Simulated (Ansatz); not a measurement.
Single-point calculation of Hf8S15 (part 1 of 2)

The run: single-point calculation of Hf8S15 (slab, 23 atoms in the cell). Method and program: DFT PBEsol+D3(BJ), scalar-relativistic, plane waves, PAW, spin-polarised (Ansatz 0.2.0).

The structure derives from a Materials Project entry. It belongs to a series of runs on one base structure; here: S vacancy. Figures and captions count atoms from 1; the log counts them from 0 in places.

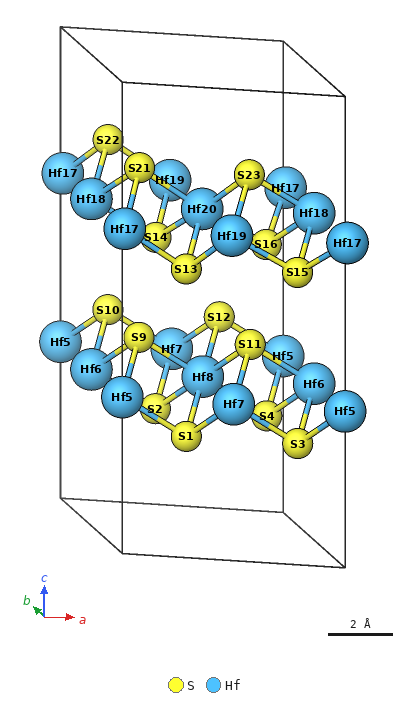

*The structure (ball-and-stick view of the cell of the calculation, with the vacuum cut short, seen slightly off an axis; atoms are numbered from 1 in the order of the input). An atom can appear more than once, as a periodic image.*

Near neighbours in the periodic cell (some may lie outside the picture): S has 3 Hf at 2.49 to 2.55 Å; Hf has 6 S at 2.54 to 2.55 Å; Hf has 5 S at 2.49 to 2.53 Å.

### Input file
```yaml
crystal:
  lattice:
    - [7.27932836, 0.0, 0.0]
    - [-3.63966418, 6.30408328, 0.0]
    - [0.0, 0.0, 26.914368877]
  atoms:
    - { symbol: S, position: [0.3333333333, 0.1666666667, 0.3343938712] }
    - { symbol: S, position: [0.3333333334, 0.6666666668, 0.3343938712] }
    - { symbol: S, position: [0.8333333332, 0.1666666667, 0.3343938712] }
    - { symbol: S, position: [0.8333333333, 0.6666666668, 0.3343938712] }
    - { symbol: Hf, position: [0.0, 0.0, 0.3875031708] }
    - { symbol: Hf, position: [1.0e-10, 0.5000000001, 0.3875031708] }
    - { symbol: Hf, position: [0.4999999999, 0.0, 0.3875031708] }
    - { symbol: Hf, position: [0.5, 0.5000000001, 0.3875031708] }
    - { symbol: S, position: [0.1666666667, 0.3333333334, 0.4406124604] }
    - { symbol: S, position: [0.1666666668, 0.8333333335, 0.4406124604] }
    - { symbol: S, position: [0.6666666666, 0.3333333334, 0.4406124604] }
    - { symbol: S, position: [0.6666666667, 0.8333333335, 0.4406124604] }
    - { symbol: S, position: [0.3333333333, 0.1666666667, 0.5378159748] }
    - { symbol: S, position: [0.3364918879, 0.6682459441, 0.5424342521] }
    - { symbol: S, position: [0.8317540559, 0.1635081122, 0.5424342521] }
    - { symbol: S, position: [0.831754056, 0.6682459441, 0.5424342521] }
    - { symbol: Hf, position: [0.0124332076, 0.0062166038, 0.5919118371], spin: 0.13 }
    - { symbol: Hf, position: [1.0e-10, 0.5000000001, 0.5946734077] }
    - { symbol: Hf, position: [0.4937833961, 0.0062166038, 0.5919118371], spin: 0.13 }
    - { symbol: Hf, position: [0.4937833962, 0.4875667925, 0.5919118371], spin: 0.13 }
    - { symbol: S, position: [0.1689710243, 0.3310289758, 0.6469366012] }
    - { symbol: S, position: [0.1689710244, 0.8379420486, 0.6469366012] }
    - { symbol: S, position: [0.6620579515, 0.3310289758, 0.6469366012] }
basis:
  ecutwfc: 420.0
  fft_grid_basis: typed
kpoints:
  mp_grid: { grid: [12, 12, 1] }
hamiltonian:
  xc: pbesol
  dispersion: d3bj
  pseudopotentials: { kind: paw }
scf:
  occupations: { method: gaussian, width: 0.05 }
output:
  forces: true
  eigenvalues: true
  populations: true
  band_densities:
    - { e_range: [-2.0, -1.0] }
    - { e_range: [-1.0, -0.5] }
    - { e_range: [-0.5, -0.25] }
    - { e_range: [-0.25, 0.0] }
    - { e_range: [0.0, 0.25] }
    - { e_range: [0.25, 0.5] }
    - { e_range: [0.5, 1.0] }
    - { e_range: [1.0, 1.5] }
  band_residual_tolerance: 1.0e-05
  write_potential: true
  elf: true
  write_density: true
  volumetric_format: npy
efield:
  axis: 3
  dipole_correction: true
  ramp_width: 0.04
magnetization:
  spin_polarized: true
checkpoint:
  read: start.run
  write: ck
  compress: false
  write_wavefunctions: false
  write_every: 100000
```

Hardware: 4 threads of Arm Neoverse V2, 24 GiB of memory available, shared host.

Launch command:
```bash
ansatz run input.yaml --threads 4 --pin off --max-ram 8847MiB --backend cpu --events-out ev --progress --plain --runs-dir out
```

### Log
```
Warning: checkpoint.read: spin seed differs: saved 48de1009f60a…, current f210472ac3d7…; the loaded state replaces the seed-built initial guess (but the starting_ns of a DFT+U solve that opens without the state's occupation matrices), so the run may converge into the producing seed's basin, or, where the symmetry group that follows from this deck's starting moments and starting_ns does not hold the saved magnetisation, lose that magnetisation at its first build. Where atoms have moved since the state was saved, this difference can also decide whether moments are moved with them. A self-consistent run of this deck without the state starts from its starting moments and, under a DFT+U term, its starting_ns
Engine: ansatz 0.2.0, aarch64-unknown-linux-gnu
Pseudopotentials: kind: paw
Pseudopotential: S, paw, valence charge 6, recommended cutoff 420 eV (normal), S.paw.azcp
Pseudopotential: Hf, paw, valence charge 26, recommended cutoff 420 eV (normal), Hf.paw.azcp
Functional definition: PBEsol
  exchange = pbesol_x
  correlation = pbesol_c
Crystal: 23 atoms, lattice volume = 1235.087 Å³
Basis set: ecut = 420 eV, 24101 PW (Γ), exchange–correlation on 100×100×360 points (8 copies of the dense FFT grid, shifted against one another)
Bands: 180, of which v1, the nominal top of the filled ones, is band 149 counted from 1 (148 counted from 0)
Symmetry: 6 space group operations
k-points: 19 of 144 (time reversal used)
Non-local potential: S, projectors of the file, l = 0: 2, l = 1: 2, l = 2: 2
Non-local potential: Hf, projectors of the file, l = 0: 3, l = 1: 2, l = 2: 2, l = 3: 3
PAW form: soft (Blöchl's): semilocal exchange-correlation on the pseudo side does not see the compensation charge
PAW frozen core: S, regenerated for the run's functional, and the local potential with it (the file was generated under x = pbe(κ = 0.804, μ = 0.2195149727645171), c = pbe(β = 0.06672455060314922))
PAW frozen core: Hf, regenerated for the run's functional, and the local potential with it (the file was generated under x = pbe(κ = 0.804, μ = 0.2195149727645171), c = pbe(β = 0.06672455060314922))
PAW one-centre angular grid: S, 110 points (default); XC on 64 Gauss nodes
PAW one-centre angular grid: Hf, 590 points (default); XC on 64 Gauss nodes
Initial density: read from a saved state, or passed on in memory by an earlier SCF of this step, an earlier step, the calling program or the single point that the run made first
Stability of the state it starts from, as read at its close in the collinear treatment: not read negative (Ritz values of 1 − χ₀K, real part plus size of imaginary part, from 0.92 to 0.93, by its mixing steps under the symmetry group of the SCF that read it); its run was given moments
Starting moments: Σ|m| = 0.39 μB on 3 of 23 sites; this step starts from the density that it was given
Initial wavefunctions: pseudopotential atomic-orbital guess
Functional: x = pbesol(κ = 0.804, μ = 0.12345679012345678), c = pbesol(β = 0.046)
iter 1 solved again at ethr=2.02e-6 eV; its pass at ethr=3.10e-3 eV (dr2=6.01e-3 eV) is discarded
SCF iter   1: F=—  HF=-138096.981991 eV  |F-HF|=—  |Δ(HF+E_count)|=         —  Δρ=9.80e-5 (↑9.51e-5 ↓9.80e-5)  dr2=4.17e-3  dr2_m=6.76e-5  M=1.412 μB ∫|m|=1.452 μB  β_m=1.20  ethr=2.02e-6  p=0.099 e·Å  D=1.45e-2 V/Å  ΔV_dip=-0.39 eV  dr2_dipole=1.54e-3  V_vac-E_F(+/−)=4.80/5.19 eV  ⟨swp⟩=4.6  Hψ=47207  notcnv=0
efield: sawtooth ramp at fractional position 0.9800 (handed on by an earlier solve), width 0.0400; the density the first Hamiltonian is built on has a dipole p = 0.099 e·Å; the dipole correction subtracts the counter field D = 1.45e-2 V/Å, which shifts the + side's vacuum level by -0.39 eV against the − side's; the planar-averaged density in the ramp window peaks in size at 2.6e-8 e/Å³
preconditioner: auto → LDOS  [metal: Δε(μ)=0.011 eV  Ē_g=11.574 eV  σ=0.050 eV  W_gap=0.12  n_scr=228 (ndim 8)  ℏωp=16.2 eV  f_vac=0.584  D(μ)=9.15/eV (n_scr^D=38)]
spin=Collinear: LDOS preconditioning applied to the charge; magnetization (m = ρ↑ − ρ↓) channel mixes plain (no charge-response kernel on spin).
SCF iter   2: F=—  HF=-138096.982037 eV  |F-HF|=—  |Δ(HF+E_count)|=   4.59e-5  Δρ=5.17e-5 (↑3.31e-5 ↓5.17e-5)  dr2=1.92e-3  dr2_m=3.14e-6  M=1.399 μB ∫|m|=1.437 μB  β_m=0.40  ethr=1.40e-6  p=0.098 e·Å  D=1.43e-2 V/Å  ΔV_dip=-0.39 eV  dr2_dipole=7.03e-4  V_vac-E_F(+/−)=4.80/5.19 eV  ⟨swp⟩=1.1  Hψ=6845  notcnv=0
density mixer auto → msr1: a metal under ldos (density of states about μ 0.50 of a free-electron gas's, 228 screened modes)
SCF iter   3: F=—  HF=-138096.981896 eV  |F-HF|=—  |Δ(HF+E_count)|=   1.40e-4  Δρ=5.92e-5 (↑5.72e-5 ↓5.92e-5)  dr2=7.26e-5  dr2_m=3.72e-5  M=1.380 μB ∫|m|=1.417 μB  β_m=0.70  ethr=6.45e-7  p=0.096 e·Å  D=1.40e-2 V/Å  ΔV_dip=-0.38 eV  dr2_dipole=2.47e-5  V_vac-E_F(+/−)=4.80/5.18 eV  ⟨swp⟩=1.9  Hψ=7590  notcnv=0
SCF iter   4: F=—  HF=-138096.981721 eV  |F-HF|=—  |Δ(HF+E_count)|=   1.76e-4  Δρ=9.44e-6 (↑8.27e-6 ↓9.44e-6)  dr2=4.32e-6  dr2_m=7.58e-7  M=1.380 μB ∫|m|=1.416 μB  β_m=0.74  ethr=2.44e-8  p=0.095 e·Å  D=1.40e-2 V/Å  ΔV_dip=-0.38 eV  dr2_dipole=1.11e-6  V_vac-E_F(+/−)=4.80/5.18 eV  ⟨swp⟩=2.1  Hψ=12525  notcnv=0
SCF iter   5: F=—  HF=-138096.981723 eV  |F-HF|=—  |Δ(HF+E_count)|=   2.37e-6  Δρ=5.96e-6 (↑5.96e-6 ↓4.80e-6)  dr2=8.46e-7  dr2_m=2.71e-7  M=1.378 μB ∫|m|=1.414 μB  β_m=0.75  ethr=1.45e-9  p=0.095 e·Å  D=1.39e-2 V/Å  ΔV_dip=-0.38 eV  dr2_dipole=7.20e-9  V_vac-E_F(+/−)=4.80/5.18 eV  ⟨swp⟩=2.3  Hψ=11518  notcnv=0
SCF iter   6: F=—  HF=-138096.981724 eV  |F-HF|=—  |Δ(HF+E_count)|=   7.26e-7  Δρ=3.92e-6 (↑3.92e-6 ↓2.76e-6)  dr2=9.90e-7  dr2_m=9.60e-8  M=1.377 μB ∫|m|=1.412 μB  β_m=0.72  ethr=2.84e-10  p=0.095 e·Å  D=1.39e-2 V/Å  ΔV_dip=-0.38 eV  dr2_dipole=2.81e-7  V_vac-E_F(+/−)=4.80/5.18 eV  ⟨swp⟩=2.7  Hψ=12482  notcnv=0
SCF iter   7: F=—  HF=-138096.981724 eV  |F-HF|=—  |Δ(HF+E_count)|=   2.47e-7  Δρ=1.47e-6 (↑1.47e-6 ↓1.21e-6)  dr2=4.18e-8  dr2_m=1.65e-8  M=1.375 μB ∫|m|=1.411 μB  β_m=0.77  ethr=3.36e-11  p=0.095 e·Å  D=1.39e-2 V/Å  ΔV_dip=-0.38 eV  dr2_dipole=2.26e-9  V_vac-E_F(+/−)=4.80/5.18 eV  ⟨swp⟩=21.8  Hψ=62554  notcnv=0
SCF iter   8: F=—  HF=-138096.981724 eV  |F-HF|=—  |Δ(HF+E_count)|=   8.61e-8  Δρ=6.51e-7 (↑6.51e-7 ↓5.30e-7)  dr2=2.77e-8  dr2_m=1.90e-9  M=1.375 μB ∫|m|=1.410 μB  β_m=0.71  ethr=1.40e-11  p=0.095 e·Å  D=1.39e-2 V/Å  ΔV_dip=-0.38 eV  dr2_dipole=2.99e-9  V_vac-E_F(+/−)=4.80/5.18 eV  ⟨swp⟩=15.4  Hψ=51920  notcnv=0
SCF iter   9: F=-138096.981724 eV  HF=-138096.981724 eV  |F-HF|=5.03e-9  |Δ(HF+E_count)|=   1.24e-8  Δρ=2.26e-7 (↑1.96e-7 ↓2.26e-7)  dr2=1.70e-9  dr2_m=2.34e-10  M=1.375 μB ∫|m|=1.410 μB  ethr=9.31e-12  p=0.095 e·Å  D=1.39e-2 V/Å  ΔV_dip=-0.38 eV  dr2_dipole=2.75e-11  V_vac-E_F(+/−)=4.80/5.18 eV  ⟨swp⟩=13.4  Hψ=49745  notcnv=0
SCF 1 converged in 9 iterations: F = -138096.981724 eV  dr2 = 1.70e-9
  greatest PAW one-centre occupation: 0.998 electrons in one spin orbital (limit 2), on the Hf atom at site 18 (counted from 0), in its partial waves of l = 3
WARN: The output density's exchange-correlation potential varies sharply where the density is thin. Do not read a vacuum level from v_tot or v_xc, or from such a field of the output density. On a cell that repeats whose density bears no net charge and no dipole along the vacuum's axis use v_es (v_loc + v_h of the components); under efield.dipole_correction with no amplitude use v_es + v_field, which holds any external_charges[].barrier, or the levels of the report's work_function block, which leave it out; under a non-zero efield.amplitude the vacuum is tilted and has no level; on a cell that repeats and bears such a dipole with no correction it is tilted too, and efield.dipole_correction with no amplitude gives each side of its ramp a level where efield: is served; in a cell that repeats whose density bears a net charge (total_charge, or a fill off its count) it is curved and has none; of a slab under crystal.periodic whose density bears no net charge use v_es, which has a level on each side, short of where the two are joined; of another it falls or rises all the way out and has none; of a slab beside external_charges read slab_vacuum_level instead, which it has where they leave it neutral. The grid or the basis barely resolves most such structure, and the values can differ between equally converged runs; as a rule a tighter scf.convergence.dr2_threshold does not remove it. Where the density itself ripples (under the LDA too) a higher basis.ecutwfc lessens it. The files hold the spikes' plane waves up to the density's cutoff. Files: v_tot_of_output_density and the like, and their columns of v_z.tsv (output.write_potential); v_xc_of_output_density and the like, and their columns of v_comp_z.tsv (output.write_potential_components). Measured: with its Gaussian average of σ = 0.25 Å subtracted twice, the exchange-correlation potential is over 0.1 eV at 268 of the grid points where the equally averaged density (valence and model cores) is under 1e-3 e/Å³, and 0.543 eV at the most among them, at an averaged density of 2.5e-9 e/Å³. The input density's (outcome.potential() and, of a run that writes arrays, v_tot and v_xc) is over 0.1 eV, so measured, at 12 points of its own thin density, 0.109 eV at the most. See output.write_potential in the manual, Limitations
SCF converged after 9 iterations
the last check of whether an eigenvalue changes by more than its tolerance under the output density was not made (no_room)
Magnetization: 1.3746 μB (149.6873 up, 148.3127 down)
Absolute magnetization: 1.4142 μB (∫|ρ↑−ρ↓|, with the PAW one-centre terms)
Spin contamination: 0.0307 ħ² per cell (⟨S²⟩ above its minimum at these occupations)
Per-site moments (μB) at R_I (Å): [(0.00014098145741681825, 1.0483435869295918), (0.0006551817255669823, 1.0483435868579203), (0.0006551817255668402, 1.0483435868579203), (0.0006551817255668959, 1.0483435868579203), (0.0013268636935104543, 1.0483435244149995), (0.0024632956592287422, 1.0483435246300137), (0.0013268636935101226, 1.0483435244149995), (0.0013268636935105684, 1.0483435244149995), (0.000363076621586687, 1.0483435244149995), (0.00036307662158661637, 1.0483435244149995), (0.0003630766215866059, 1.0483435244149995), (-2.9037435171114655e-5, 1.0483435244866708), (0.0291038284474277, 1.0281317731515112), (0.02212071612620759, 1.0370084900435304), (0.022120716126207567, 1.0370084900435304), (0.022120716126207536, 1.0370084900435301), (0.10919673457662606, 1.0281317731515114), (0.02679141712275171, 1.0497771970033662), (0.10919673457662601, 1.0281317731515112), (0.10919673457662647, 1.0281317731515114), (0.004610221913870111, 1.042565070083306), (0.004610221913870178, 1.042565070083306), (0.004610221913870126, 1.042565070083306)]
Free energy (F): -138096.981724 eV
Harris-Foulkes:  -138096.981724 eV  (|F-HF|=5.03e-9)
Internal energy: -138096.970149 eV  (E = F + TS)
E sigma→0 (E₀):  -138096.975937 eV
Entropy (-TS):   -0.011575 eV (-0.503 meV/atom)
Fermi energy:    1.438838 eV
Dipole field:    D = 0.013948 V/Å  (p = 0.095202 e·Å, saw-weighted, corrected)
Work function:   Φ+ = 4.8037 eV   Φ− = 5.1791 eV
Levels:          The Fermi level and band energies are counted from a zero that moves with the ramp; work functions are not
--- Per-component energies (eV) ---
  E_band       = -4299.751191
  E_kinetic    = 4967.238253
  E_local      = -371721.261180  (includes V_loc(G=0)·N_el)
  E_nonlocal   = -9477.107690
  E_hartree    = 182029.348618
  E_xc         = -3817.298828
  E_vxc        = -3430.048925  (∫ρ·V_xc dr)
  E_paw        = -63213.179455  (= ΣΔE_a)
  E_vpaw       = 11301.277874  (= ΣTr[D̂ρ^β])
  E_aug_tail   = 0.000013  (compensation charges beyond the density's cutoff)
  E_efield     = 0.000664  (sawtooth field / dipole correction)
  E_vefield    = 1.440358  (∫n·V_field dr)
  E_ewald      = 123129.983169
  E_disp       = -5.631685  (pairwise vdW)
  E_core_change = 10.937972  (= ΣΔE_core)
  E_smearing   = -0.011575  (= −TS)
  E_closure    = -0.000000  (closes the sum)
  Σ components = -138096.981724   (vs F -138096.981724, Δ=0.00e0)
--- Forces (eV/Å), atoms counted from 1 ---
  atom   1  S     -0.00000000    -0.00000000     0.10726039
  atom   2  S     -0.00555618    -0.00320786     0.10480260
  atom   3  S      0.00000000     0.00641572     0.10480260
  atom   4  S      0.00555618    -0.00320786     0.10480260
  atom   5  Hf    -0.02124435    -0.01226543    -0.05595857
  atom   6  Hf    -0.00000000    -0.00000000    -0.06211005
  atom   7  Hf     0.02124435    -0.01226543    -0.05595857
  atom   8  Hf    -0.00000000     0.02453086    -0.05595857
  atom   9  S     -0.00924392     0.00533698    -0.04704405
  atom  10  S      0.00000000    -0.01067396    -0.04704405
  atom  11  S      0.00924392     0.00533698    -0.04704405
  atom  12  S      0.00000000     0.00000000    -0.07434953
  atom  13  S      0.00000000    -0.00000000    -0.00403953
  atom  14  S     -0.01741574    -0.01005498    -0.00497178
  atom  15  S      0.00000000     0.02010997    -0.00497178
  atom  16  S      0.01741574    -0.01005498    -0.00497178
  atom  17  Hf     0.00357042     0.00206138     0.01087191
  atom  18  Hf     0.00000000     0.00000000    -0.00385197
  atom  19  Hf    -0.00357042     0.00206138     0.01087191
  atom  20  Hf     0.00000000    -0.00412277     0.01087191
  atom  21  S     -0.02506850     0.01447331     0.00465688
  atom  22  S      0.00000000    -0.02894661     0.00465688
  atom  23  S      0.02506850     0.01447331     0.00465688
  max |Σ_I F_I| component: 1.97e-5 eV/Å
--- Band table (eV; the first three rows and the last of 38) ---
```
